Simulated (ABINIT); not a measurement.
# Geometry relaxation of GaN (part 2 of 2)

GaN (2 atoms in the cell); Kohn-Sham DFT of a periodic cell, PBE, JTH PAW PBE v2.0, no spin polarisation (ABINIT 10.8.3); cutoff 707.5 eV, 10×10×10 k-mesh, fermi-dirac of 0.05 eV. The structure derives from a Materials Project entry.

Geometry of the input (Å; fractional positions):
```
0.0000  2.2535  2.2535
2.2535  0.0000  2.2535
2.2535  2.2535  0.0000
Ga 0.0000  0.0000  0.0000
N  0.2500  0.2500  0.2500
```

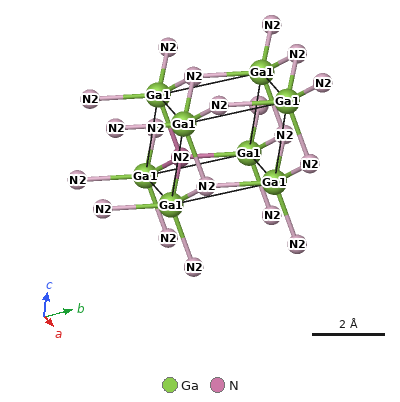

Fig. 1: The geometry at step 1 of the log (ball-and-stick view of the cell of the calculation, seen slightly off an axis; neighbours outside the cell are drawn fainter; atoms are numbered from 1 in the order of the input).

## Log, continued
```
     iter   Etot(hartree)      deltaE(h)  residm     nres2
 ETOT  1  -89.138856422045    -8.914E+01 1.610E-05 3.056E-02
 ETOT  2  -89.138808257125     4.816E-05 7.921E-06 2.890E-03
 ETOT  3  -89.138804009275     4.248E-06 1.145E-06 5.877E-04
 ETOT  4  -89.138803818506     1.908E-07 4.763E-06 7.409E-05
 ETOT  5  -89.138803974984    -1.565E-07 3.141E-07 1.691E-05
 ETOT  6  -89.138804006653    -3.167E-08 2.233E-06 1.517E-06
 ETOT  7  -89.138804020440    -1.379E-08 1.441E-07 1.974E-07
 ETOT  8  -89.138804020807    -3.669E-10 1.299E-06 2.674E-08
 ETOT  9  -89.138804020792     1.442E-11 7.157E-08 1.116E-09
 ETOT 10  -89.138804020796    -4.192E-12 7.188E-07 2.176E-10

 At SCF step   10       nres2   =  2.18E-10 < tolvrs=  1.00E-09 =>converged.

 Cartesian components of stress tensor (hartree/bohr^3)
  sigma(1 1)= -1.79713360E-04  sigma(3 2)=  0.00000000E+00
  sigma(2 2)= -1.79713360E-04  sigma(3 1)=  0.00000000E+00
  sigma(3 3)= -1.79713360E-04  sigma(2 1)=  0.00000000E+00

--- !ResultsGS
iteration_state: {dtset: 1, itime: 2, icycle: 1, }
comment   : Summary of ground state results
lattice_vectors:
- [  0.0000000,   4.2615815,   4.2615815, ]
- [  4.2615815,   0.0000000,   4.2615815, ]
- [  4.2615815,   4.2615815,   0.0000000, ]
lattice_lengths: [   6.02679,    6.02679,    6.02679, ]
lattice_angles: [ 60.000,  60.000,  60.000, ] # degrees, (23, 13, 12)
lattice_volume:   1.5478982E+02
convergence: {deltae: -4.192E-12, res2:  2.176E-10, residm:  7.188E-07, diffor: null, }
etotal    :  -8.91388040E+01
entropy   :   0.00000000E+00
fermie    :   2.43503374E-01
cartesian_stress_tensor: # hartree/bohr^3
- [ -1.79713360E-04,   0.00000000E+00,   0.00000000E+00, ]
- [  0.00000000E+00,  -1.79713360E-04,   0.00000000E+00, ]
- [  0.00000000E+00,   0.00000000E+00,  -1.79713360E-04, ]
pressure_GPa:   5.2873E+00
xred      :
- [ -1.3920E-30,   1.3920E-30,  -1.3920E-30, Ga]
- [  2.5000E-01,   2.5000E-01,   2.5000E-01,  N]
cartesian_forces: # hartree/bohr
- [ -5.92351661E-30,   9.87252768E-30,   1.97450554E-30, ]
- [  5.92351661E-30,  -9.87252768E-30,  -1.97450554E-30, ]
force_length_stats: {min:   1.16813323E-29, max:   1.16813323E-29, mean:   1.16813323E-29, }
...

 Integrated electronic density in atomic spheres:
 ------------------------------------------------
 Atom  Sphere_radius  Integrated_density
    1        2.10359         11.17231075
    2        1.20497          2.54820772

---OUTPUT-----------------------------------------------------------------------

 Cartesian coordinates (xcart) [bohr]
  2.24861453780282E-47 -1.18641906310150E-29  2.24861453780282E-47
  2.13079076586607E+00  2.13079076586607E+00  2.13079076586607E+00
 Reduced coordinates (xred)
 -1.39199385752368E-30  1.39199385752368E-30 -1.39199385752368E-30
  2.50000000000000E-01  2.50000000000000E-01  2.50000000000000E-01
 Cartesian forces (fcart) [Ha/bohr]; max,rms= 9.87253E-30 6.74422E-30 (free atoms)
 -5.92351660506938E-30  9.87252767511564E-30  1.97450553502313E-30
  5.92351660506938E-30 -9.87252767511564E-30 -1.97450553502313E-30
 Gradient of E wrt nuclear positions in reduced coordinates (gred)
 -5.04870979341448E-29  1.68290326447149E-29 -1.68290326447149E-29
  5.04870979341448E-29 -1.68290326447149E-29  1.68290326447149E-29
 Scale of Primitive Cell (acell) [bohr]
  6.02678639933431E+00  6.02678639933431E+00  6.02678639933431E+00
 Real space primitive translations (rprimd) [bohr]
  0.00000000000000E+00  4.26158153173215E+00  4.26158153173215E+00
  4.26158153173215E+00  0.00000000000000E+00  4.26158153173215E+00
  4.26158153173215E+00  4.26158153173215E+00  0.00000000000000E+00
 Unitary Cell Volume (ucvol) [Bohr^3]=  1.54789821971247E+02
 Angles (23,13,12)= [degrees]
  6.00000000000000E+01  6.00000000000000E+01  6.00000000000000E+01
 Lengths [Bohr]
  6.02678639933431E+00  6.02678639933431E+00  6.02678639933431E+00
 Stress tensor in cartesian coordinates (strten) [Ha/bohr^3]
 -1.79713360471845E-04  0.00000000000000E+00  0.00000000000000E+00
  0.00000000000000E+00 -1.79713360471848E-04  0.00000000000000E+00
  0.00000000000000E+00  0.00000000000000E+00 -1.79713360471855E-04
 Total energy (etotal) [Ha]= -8.91388040207964E+01

 Difference of energy with previous step (new-old):
           Absolute (Ha)=-6.27371E-05
           Relative     =-7.03813E-07

--- Iteration: ( 3/60) Internal Cycle: (1/1)
--------------------------------------------------------------------------------

---SELF-CONSISTENT-FIELD CONVERGENCE--------------------------------------------

--- !BeginCycle
iteration_state: {dtset: 1, itime: 3, icycle: 1, }
solver: {iscf: 17, nstep: 100, nline: 4, wfoptalg: 10, }
tolerances: {tolvrs: 1.00E-09, }
...

     iter   Etot(hartree)      deltaE(h)  residm     nres2
 ETOT  1  -89.138865834839    -8.914E+01 1.207E-05 1.418E-02
 ETOT  2  -89.138843425541     2.241E-05 2.990E-07 1.343E-03
 ETOT  3  -89.138841461506     1.964E-06 4.766E-07 2.736E-04
 ETOT  4  -89.138841369872     9.163E-08 6.498E-07 3.379E-05
 ETOT  5  -89.138841443797    -7.393E-08 4.280E-08 7.777E-06
 ETOT  6  -89.138841456799    -1.300E-08 6.752E-08 6.790E-07
 ETOT  7  -89.138841463201    -6.402E-09 2.484E-08 9.818E-08
 ETOT  8  -89.138841463324    -1.225E-10 5.566E-08 1.128E-08
 ETOT  9  -89.138841463318     5.386E-12 1.874E-08 5.027E-10

 At SCF step    9       nres2   =  5.03E-10 < tolvrs=  1.00E-09 =>converged.

 Cartesian components of stress tensor (hartree/bohr^3)
  sigma(1 1)= -1.69892168E-04  sigma(3 2)=  0.00000000E+00
  sigma(2 2)= -1.69892168E-04  sigma(3 1)=  0.00000000E+00
  sigma(3 3)= -1.69892168E-04  sigma(2 1)=  0.00000000E+00

--- !ResultsGS
iteration_state: {dtset: 1, itime: 3, icycle: 1, }
comment   : Summary of ground state results
lattice_vectors:
- [  0.0000000,   4.2636855,   4.2636855, ]
- [  4.2636855,   0.0000000,   4.2636855, ]
- [  4.2636855,   4.2636855,   0.0000000, ]
lattice_lengths: [   6.02976,    6.02976,    6.02976, ]
lattice_angles: [ 60.000,  60.000,  60.000, ] # degrees, (23, 13, 12)
lattice_volume:   1.5501920E+02
convergence: {deltae:  5.386E-12, res2:  5.027E-10, residm:  1.874E-08, diffor: null, }
etotal    :  -8.91388415E+01
entropy   :   0.00000000E+00
fermie    :   2.42717204E-01
cartesian_stress_tensor: # hartree/bohr^3
- [ -1.69892168E-04,   0.00000000E+00,   0.00000000E+00, ]
- [  0.00000000E+00,  -1.69892168E-04,   0.00000000E+00, ]
- [  0.00000000E+00,   0.00000000E+00,  -1.69892168E-04, ]
pressure_GPa:   4.9984E+00
xred      :
- [  3.2927E-29,  -1.4419E-29,   1.4419E-29, Ga]
- [  2.5000E-01,   2.5000E-01,   2.5000E-01,  N]
cartesian_forces: # hartree/bohr
- [  1.23345699E-31,   1.84717576E-47,   1.23345699E-31, ]
- [ -1.23345699E-31,  -1.84717576E-47,  -1.23345699E-31, ]
force_length_stats: {min:   1.74437161E-31, max:   1.74437161E-31, mean:   1.74437161E-31, }
...

 Integrated electronic density in atomic spheres:
 ------------------------------------------------
 Atom  Sphere_radius  Integrated_density
    1        2.10359         11.17330423
    2        1.20497          2.54982293

---OUTPUT-----------------------------------------------------------------------

 Cartesian coordinates (xcart) [bohr]
  1.28496947934219E-44  2.01867643083280E-28  7.89092935564573E-29
  2.13184275599885E+00  2.13184275599885E+00  2.13184275599885E+00
 Reduced coordinates (xred)
  3.29265533128148E-29 -1.44192564368111E-29  1.44192564368111E-29
  2.50000000000000E-01  2.50000000000000E-01  2.50000000000000E-01
 Cartesian forces (fcart) [Ha/bohr]; max,rms= 1.23346E-31 1.00711E-31 (free atoms)
  1.23345699082983E-31  1.84717576273149E-47  1.23345699082982E-31
 -1.23345699082983E-31 -1.84717576273149E-47 -1.23345699082982E-31
 Gradient of E wrt nuclear positions in reduced coordinates (gred)
 -5.25907270147341E-31 -1.05181454029468E-30 -5.25907270147341E-31
  5.25907270147341E-31  1.05181454029468E-30  5.25907270147341E-31
 Scale of Primitive Cell (acell) [bohr]
  6.02976187676083E+00  6.02976187676083E+00  6.02976187676083E+00
 Real space primitive translations (rprimd) [bohr]
  0.00000000000000E+00  4.26368551199771E+00  4.26368551199771E+00
  4.26368551199771E+00  0.00000000000000E+00  4.26368551199771E+00
  4.26368551199771E+00  4.26368551199771E+00  0.00000000000000E+00
 Unitary Cell Volume (ucvol) [Bohr^3]=  1.55019198466744E+02
 Angles (23,13,12)= [degrees]
  6.00000000000000E+01  6.00000000000000E+01  6.00000000000000E+01
 Lengths [Bohr]
  6.02976187676083E+00  6.02976187676083E+00  6.02976187676083E+00
 Stress tensor in cartesian coordinates (strten) [Ha/bohr^3]
 -1.69892167774792E-04  0.00000000000000E+00  0.00000000000000E+00
  0.00000000000000E+00 -1.69892167774795E-04  0.00000000000000E+00
  0.00000000000000E+00  0.00000000000000E+00 -1.69892167774799E-04
 Total energy (etotal) [Ha]= -8.91388414633183E+01

 Difference of energy with previous step (new-old):
           Absolute (Ha)=-3.74425E-05
           Relative     =-4.20047E-07

 At Broyd/MD step   3, gradients are converged :
  max grad (force/stress) = 5.4332E-06 < tolmxf= 5.0000E-05 ha/bohr (free atoms)

================================================================================

 ----iterations are completed or convergence reached----

 Mean square residual over all n,k,spin=   35.558E-12; max=  18.737E-09
 reduced coordinates (array xred) for    2 atoms
       0.000000000000     -0.000000000000      0.000000000000
       0.250000000000      0.250000000000      0.250000000000
 rms dE/dt=  1.0518E-30; max dE/dt=  0.0000E+00; dE/dt below (all hartree)
    1      -0.000000000000     -0.000000000000     -0.000000000000
    2       0.000000000000      0.000000000000      0.000000000000

 cartesian coordinates (angstrom) at end:
    1      0.00000000000000     0.00000000000000     0.00000000000000
    2      1.12812260293791     1.12812260293791     1.12812260293791

 cartesian forces (hartree/bohr) at end:
    1      0.00000000000000     0.00000000000000     0.00000000000000
    2     -0.00000000000000    -0.00000000000000    -0.00000000000000
 frms,max,avg= 1.0071134E-31 1.2334570E-31   0.000E+00  0.000E+00  0.000E+00 h/b

 cartesian forces (eV/Angstrom) at end:
    1      0.00000000000000     0.00000000000000     0.00000000000000
    2     -0.00000000000000    -0.00000000000000    -0.00000000000000
 frms,max,avg= 5.1787854E-30 6.3426909E-30   0.000E+00  0.000E+00  0.000E+00 e/A
 length scales=  6.029761876761  6.029761876761  6.029761876761 bohr
              =  3.190812570189  3.190812570189  3.190812570189 angstroms
 Fermi (or HOMO) energy (eV) =   6.60467   Average Vxc (eV)= -10.73055
 Eigenvalues (   eV  ) for nkpt=  47  k points:
 kpt#   1, nband= 13, wtk=  0.00100, kpt=  0.0000  0.0000  0.0000 (reduced coord)
 -10.19399   -7.73281   -7.73281   -7.73281   -7.42102   -7.42102    5.71559    5.71559
   5.71559    7.40479   15.98894   15.98894   15.98894
 prteigrs : prtvol=0 or 1, do not print more k-points.

--- !EnergyTerms
iteration_state     : {dtset: 1, itime: 3, icycle: 1, }
comment             : Components of total free energy in Hartree
kinetic             :  1.08896178184164E+01
hartree             :  2.34366367294196E+01
xc                  : -4.33540101762413E+00
Ewald energy        : -5.82661945683775E+01
psp_core            :  3.10157727014031E+00
local_psp           : -6.50577693920305E+01
PAW spherical_terms :  1.09269679326337E+00
internal            : -8.91388363667924E+01
'-kT*entropy'       : -1.52432908392688E-11
total_energy        : -8.91388363668077E+01
total_energy_eV     : -2.42559130589450E+03
...

--- !EnergyTermsDC
iteration_state     : {dtset: 1, itime: 3, icycle: 1, }
comment             : '"Double-counting" decomposition of free energy'
band_energy         : -2.79382697412534E+00
Ewald energy        : -5.82661945683775E+01
psp_core            :  3.10157727014031E+00
xc_dc               : -2.25143444129344E+01
PAW spherical_terms : -8.66605277800610E+00
internal            : -8.91388414633030E+01
'-kT*entropy'       : -1.52432908392688E-11
total_energy_dc     : -8.91388414633183E+01
total_energy_dc_eV  : -2.42559144457762E+03
...

--- !EnergyTermsWithPAWCore
iteration_state     : {dtset: 1, itime: 3, icycle: 1, }
comment             : 'Components of total free energy, including PAW core contributions'
Total energy        : -1.99883619862876E+03
Total energy DC     : -1.99883620372527E+03
Total energy (eV)   : -5.43911038433356E+04
Total energy DC (eV): -5.43911039820187E+04
...

 Cartesian components of stress tensor (hartree/bohr^3)
  sigma(1 1)= -1.69892168E-04  sigma(3 2)=  0.00000000E+00
  sigma(2 2)= -1.69892168E-04  sigma(3 1)=  0.00000000E+00
  sigma(3 3)= -1.69892168E-04  sigma(2 1)=  0.00000000E+00

-Cartesian components of stress tensor (GPa)         [Pressure=  4.9984E+00 GPa]
- sigma(1 1)= -4.99840014E+00  sigma(3 2)=  0.00000000E+00
- sigma(2 2)= -4.99840014E+00  sigma(3 1)=  0.00000000E+00
- sigma(3 3)= -4.99840014E+00  sigma(2 1)=  0.00000000E+00

== END DATASET(S) ==============================================================
================================================================================

 -outvars: echo values of variables after computation  --------
            acell      6.0297618768E+00  6.0297618768E+00  6.0297618768E+00 Bohr
           etotal     -8.9138841463E+01
            fcart      1.2334569908E-31  1.8471757627E-47  1.2334569908E-31
                      -1.2334569908E-31 -1.8471757627E-47 -1.2334569908E-31
            rprim      0.0000000000E+00  7.0710678119E-01  7.0710678119E-01
                       7.0710678119E-01  0.0000000000E+00  7.0710678119E-01
                       7.0710678119E-01  7.0710678119E-01  0.0000000000E+00
           strten     -1.6989216777E-04 -1.6989216777E-04 -1.6989216777E-04
                       0.0000000000E+00  0.0000000000E+00  0.0000000000E+00
           xangst      6.7997656471E-45  1.0682375627E-28  4.1756999850E-29
                       1.1281226029E+00  1.1281226029E+00  1.1281226029E+00
             xred      3.2926553313E-29 -1.4419256437E-29  1.4419256437E-29
                       2.5000000000E-01  2.5000000000E-01  2.5000000000E-01
 Calculation completed.
```

## Trajectory as extended XYZ (Å, eV, eV/Å), 3 frames, from step=0 to step=2
```
2
Lattice="0.0000 2.2535 2.2535 2.2535 0.0000 2.2535 2.2535 2.2535 0.0000" Properties=species:S:1:pos:R:3:forces:R:3 step=0 energy=-2425.58872
Ga    0.0000    0.0000    0.0000    0.0000   0.0000   0.0000
N     1.1267    1.1267    1.1267    0.0000   0.0000   0.0000
2
Lattice="0.0000 2.2551 2.2551 2.2551 0.0000 2.2551 2.2551 2.2551 0.0000" Properties=species:S:1:pos:R:3:forces:R:3 step=1 energy=-2425.59043
Ga    0.0000    0.0000    0.0000    0.0000   0.0000   0.0000
N     1.1276    1.1276    1.1276    0.0000   0.0000   0.0000
2
Lattice="0.0000 2.2562 2.2562 2.2562 0.0000 2.2562 2.2562 2.2562 0.0000" Properties=species:S:1:pos:R:3:forces:R:3 step=2 energy=-2425.59145
Ga    0.0000    0.0000    0.0000    0.0000   0.0000   0.0000
N     1.1281    1.1281    1.1281    0.0000   0.0000   0.0000
```

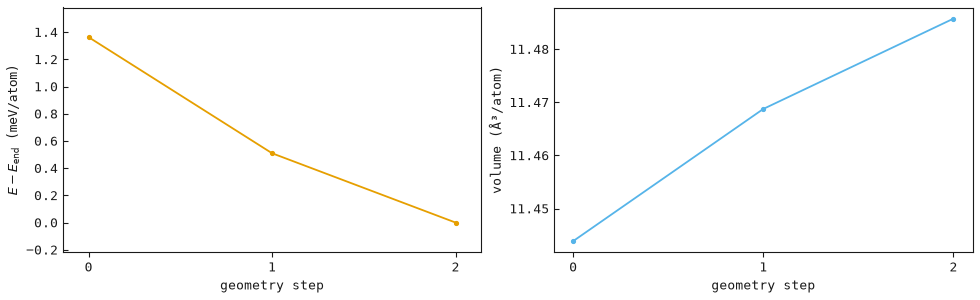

Fig. 2: Progress of the relaxation, step by step (steps are counted from 0). The atoms keep their places relative to the cell (all moves are under 0.005 Å). The volume changes by +0.4 %, with a = b = c 4.507 → 4.512 Å (+0.1 %). The space group stays F-43m (No. 216). Over 2 geometry steps the energy falls by 1.4 meV per atom. All forces vanish by symmetry, so only the cell relaxes.

## Key numbers

```tsv
quantity	value
outcome	converged
space group (tolerance 0.01 Å)	F-43m (216)
electrons treated	18
free energy	−2425.5914 eV
Fermi energy	6.605 eV
gap on the k-point mesh	1.69 eV
pressure	5.00 GPa
final volume	22.97 Å³
largest force (length of the vector) at the end	under 0.001 eV/Å
final cell	a = 3.191 Å, b = 3.191 Å, c = 3.191 Å, α = 60.00°, β = 60.00°, γ = 60.00°
wall time	59 s
peak memory	0.13 GiB
```
